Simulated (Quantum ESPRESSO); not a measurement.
# Energy of Sr along an even scaling of the cell

System: Sr (Fm-3m, 1 atom in the cell).
Method: Kohn-Sham DFT of a periodic cell, PBE, SSSP 1.3 efficiency PBE, no spin polarisation (Quantum ESPRESSO 7.5).

The 7 runs differ only in the geometry, by an even scaling of the cell at fixed fractional positions. The structure derives from an entry of the Crystallography Open Database.

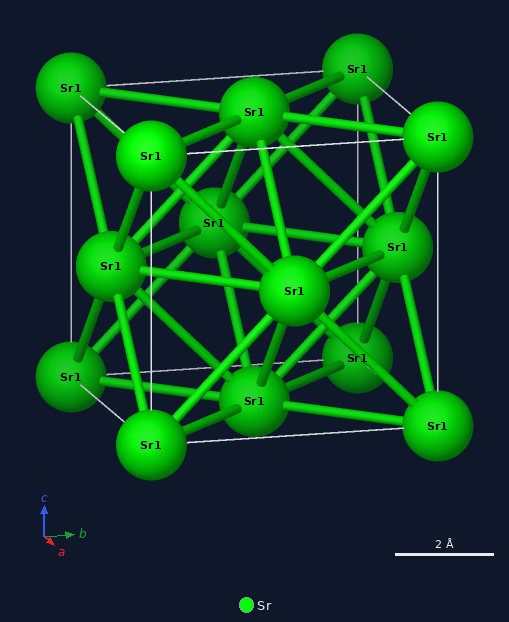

Figure 1. The structure of run 4 (ball-and-stick view of the cell 4 times as large as that of the calculation, set on its symmetry axes, seen slightly off an axis; atoms are numbered from 1 in the order of the input).

## Input of run 4
```
&CONTROL
  calculation = 'scf'
  prefix = 'pwscf'
  outdir = './tmp'
  pseudo_dir = './pseudo'
  tprnfor = .true.
  tstress = .true.
  disk_io = 'nowf'
/
&SYSTEM
  ibrav = 0
  nat = 1
  ntyp = 1
  ecutwfc = 55
  ecutrho = 440
  nbnd = 10
  occupations = 'smearing'
  smearing = 'fd'
  degauss = 0.00367493
/
&ELECTRONS
  conv_thr = 2d-10
  electron_maxstep = 120
  mixing_beta = 0.5
/
ATOMIC_SPECIES
Sr    87.6200 Sr_pbe_v1.uspp.F.UPF
CELL_PARAMETERS angstrom
   0.0000000000    3.0423500000    3.0423500000
   3.0423500000    0.0000000000    3.0423500000
   3.0423500000    3.0423500000    0.0000000000
ATOMIC_POSITIONS crystal
Sr     0.0000000000    0.0000000000    0.0000000000
K_POINTS automatic
8 8 8 0 0 0
```

Command:
```bash
OMP_NUM_THREADS=1 pw.x -in pw.in > pw.out
```

Run 2 differs from it as follows:
```diff
-   0.0000000000    3.0423500000    3.0423500000
-   3.0423500000    0.0000000000    3.0423500000
-   3.0423500000    3.0423500000    0.0000000000
+   0.0000000000    3.0012321217    3.0012321217
+   3.0012321217    0.0000000000    3.0012321217
+   3.0012321217    3.0012321217    0.0000000000
```

## Results, with one run withheld

```csv
run,volume per atom (Å³),"free energy per atom, from the lowest run given (meV)",pressure (GPa)
1,52.940,2.13,0.41
2,54.067,?,?
3,55.193,0.00,−0.10
4,56.319,1.46,−0.32
5,57.446,4.41,−0.52
6,58.572,8.72,−0.70
7,59.698,14.27,−0.87
```

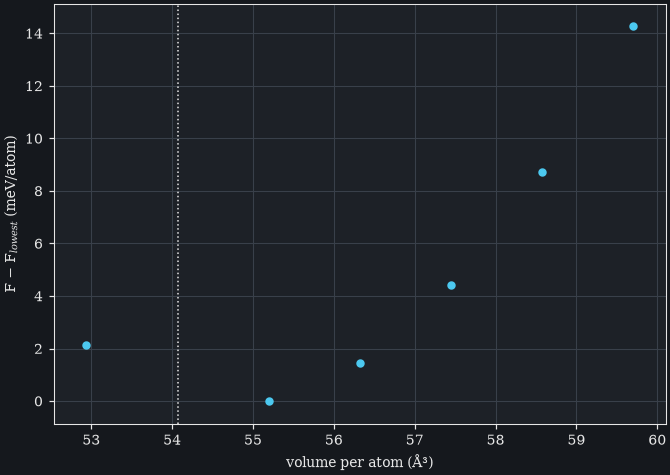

Figure 2. Free energy per atom of the runs given; the dotted line marks run 2.

Estimate the energy of run 2 from the others.

A cubic polynomial in V^(−2/3) (the Birch–Murnaghan form), fitted to the 6 runs given, misses them by under 0.01 meV per atom. With x = V^(−2/3) − 0.06782 Å⁻², it reads F = 2.1054 − 2911.5 x + 9.5163e+05 x² − 3.8445e+06 x³ (meV per atom). At run 2 it gives 0.17 meV per atom, and the run itself gives 0.17. The slope of the fit gives a pressure −dF/dV of 0.15 GPa there, and the run prints 0.15 GPa. The fit has its minimum at 54.739 Å³ per atom, where V d²F/dV² gives 11.7 GPa: the bulk modulus at this level, since symmetry fixes the shape and the positions.

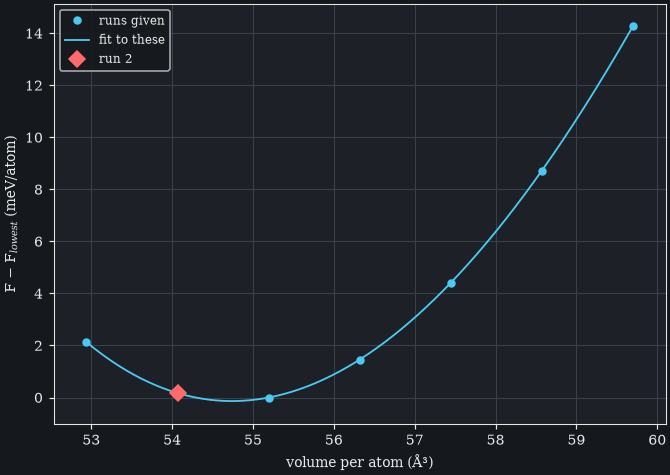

Figure 3. The fit and the withheld run.

## Some lines of the output (run 2)
```
[...]
     unit-cell volume          =     364.8592 (a.u.)^3
     number of k points=    29  Fermi-Dirac smearing, width (Ry)=  0.0037
     total energy              =     -70.14504687 Ry
     total energy              =     -70.14572184 Ry
     total energy              =     -70.14600480 Ry
     total energy              =     -70.14602149 Ry
     total energy              =     -70.14602314 Ry
     total energy              =     -70.14602322 Ry
     total energy              =     -70.14602323 Ry
     the Fermi energy is     5.2458 ev
!    total energy              =     -70.14602323 Ry
     The total energy is F=E-TS. E is the sum of the following terms:
     Computing stress (Cartesian axis) and pressure
          total   stress  (Ry/bohr**3)                   (kbar)     P=        1.46
```

Notes on the run: negative rho.
